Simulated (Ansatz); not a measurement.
System: Si₃N₄.

```
Si N
1.0
     7.61924    0.00000    0.00000
    -3.80962    6.59845    0.00000
     0.00000    0.00000    2.91130
Si N
6 8
Direct
  0.76783 0.17408 0.25000
  0.59376 0.76783 0.75000
  0.82592 0.59376 0.25000
  0.23217 0.82592 0.75000
  0.40624 0.23217 0.25000
  0.17408 0.40624 0.75000
  0.02988 0.32994 0.25000
  0.69994 0.02988 0.75000
  0.67006 0.69994 0.25000
  0.97012 0.67006 0.75000
  0.30006 0.97012 0.25000
  0.32994 0.30006 0.75000
  0.33333 0.66667 0.75000
  0.66667 0.33333 0.25000
```

Space group P6₃/m.

Computed with Ansatz, DFT PBE+D3(BJ), scalar-relativistic, plane waves, PAW.

### What will maps of the valence pseudo-density and electron localisation function show?

Si–N (1.74 Å): ρ is about 1.1 e/Å³ halfway; the ELF peaks at about 0.90 between the atoms: a shared but strongly polarised pair.

### Metal or insulator at this level of theory?

It is gapped, with a Kohn–Sham gap of 4.3 eV on the k-point mesh (the band edges may lie off the mesh, which would make the gap smaller).

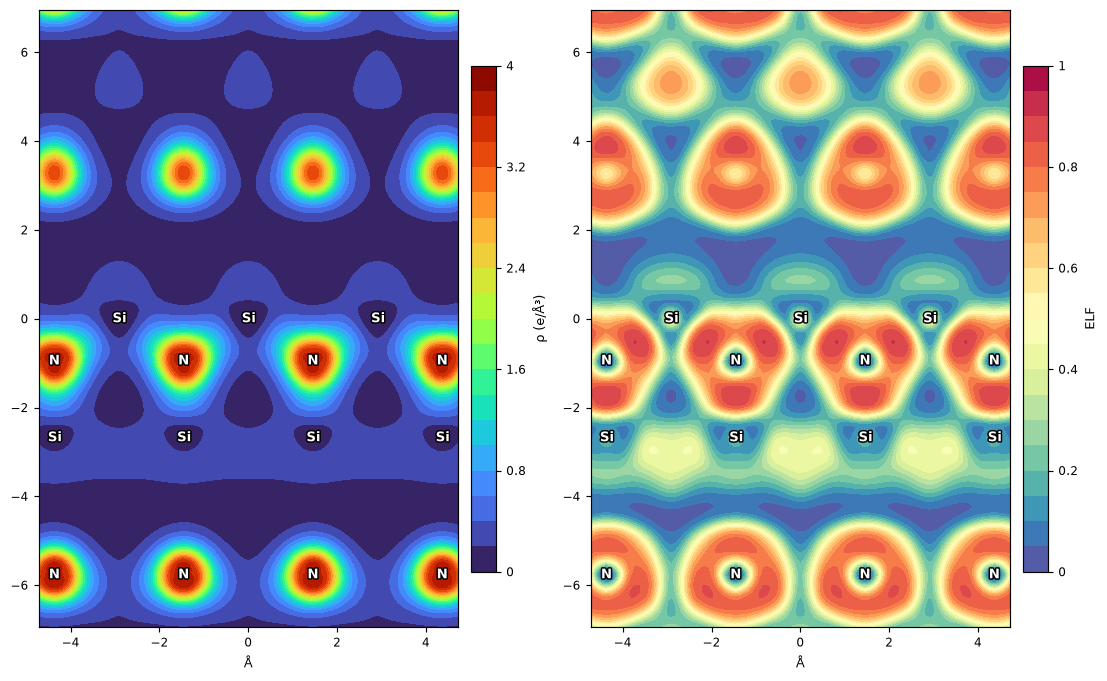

Computed valence pseudo-density and electron localisation function on the (110) plane of the conventional cell, in this order. Atoms just off the plane (Si, 0.8 Å away and N, 0.3 Å away) can leave unmarked features too.

In a PAW calculation such maps are meaningful between the atoms, not at the nuclei.
